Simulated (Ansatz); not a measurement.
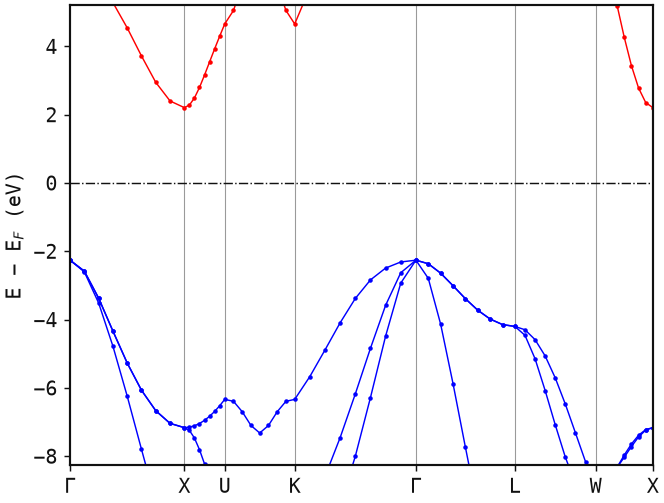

Band structure. Energies are counted from the Fermi level. The path runs straight from each named point to the next.

**What lattice type does the k path imply?**

A face-centred cubic lattice: the path Γ–X–U–K–Γ–L–W–X runs through the special points of its Brillouin zone.

This input was run:

```
crystal:
  lattice:
    - [0.0, 1.8075, 1.8075]
    - [1.8075, 0.0, 1.8075]
    - [1.8075, 1.8075, 0.0]
  atoms:
    - { symbol: B, position: [0.0, 0.0, 0.0] }
    - { symbol: "N", position: [0.75, 0.75, 0.75] }
kpoints:
  mp_grid: { grid: [13, 13, 13] }
  band_path:
    path:
      - [0.0, 0.0, 0.0]
      - [-0.5, -0.5, 0.0]
      - [-0.375, -0.375, 0.25]
      - [-0.375, 0.0, 0.375]
      - [0.0, 0.0, 0.0]
      - [0.0, 0.0, 0.5]
      - [-0.5, -0.25, 0.25]
      - [-0.5, -0.5, 0.0]
    npoints: 8
scf:
  occupations: { method: fermi_dirac, width: 0.03 }
hamiltonian:
  xc: pbe
  pseudopotentials: { kind: all_electron, lapw: { basis_error: 0.001 } }
output:
  forces: true
  stress: true
  eigenvalues: true
  fatbands: true
  populations: true
  dos: { projected: true, de: 0.2, e_range: [-14, 8] }
```

Launched with:
```bash
ansatz run input.yaml --threads 1 --pin off --max-ram 2048MiB --backend cpu --events-out ev --progress --plain --runs-dir out
```

**Read off the fundamental gap and say whether it is direct.**

The bands leave a gap. The gap along this path is 4.47 eV and indirect, from the valence-band top at Γ to the conduction-band bottom at X; the smallest direct gap is 8.83 eV, at Γ.

**What are the direct gaps at X, K and U?**

The direct gaps are 9.37 eV at X, 10.99 eV at K and 10.99 eV at U.

**How many bands meet at the valence-band top?**

Three bands meet at the valence-band top at Γ: it is triply degenerate (spin aside).
